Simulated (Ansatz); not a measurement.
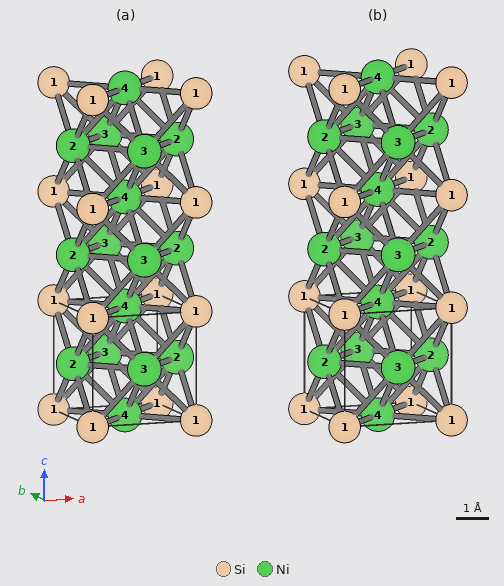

Left: crystalline SiNi$_{3}$ (set up in Pm-3m). Right: the same structure after one change, at the same scale. A ball-and-stick model of the cell of the calculation, repeated 1 × 1 × 3 with one cell outlined, seen slightly off an axis.

Level of theory: DFT PBEsol, scalar-relativistic, plane waves, PAW in Ansatz 0.2.0. (plane-wave cutoff 420 eV; k-point mesh 12 × 12 × 12; occupations gaussian; smearing width 0.1 eV; no spin polarisation)

**What distinguishes the right structure from the left one?**

All lengths are scaled by +3.2 % (volume +10.0 %), the atoms keeping their fractional coordinates. No relaxation follows.

**How do the computed properties respond?**

The energy rises by 65.1 meV per atom. The pressure goes from 0.0 to −18.3 GPa. All forces vanish by symmetry. Among the bonded contacts that change: Ni–Si 2.447 → 2.526 Å, Ni–Ni 2.447 → 2.526 Å. The space group stays Pm-3m (No. 221).
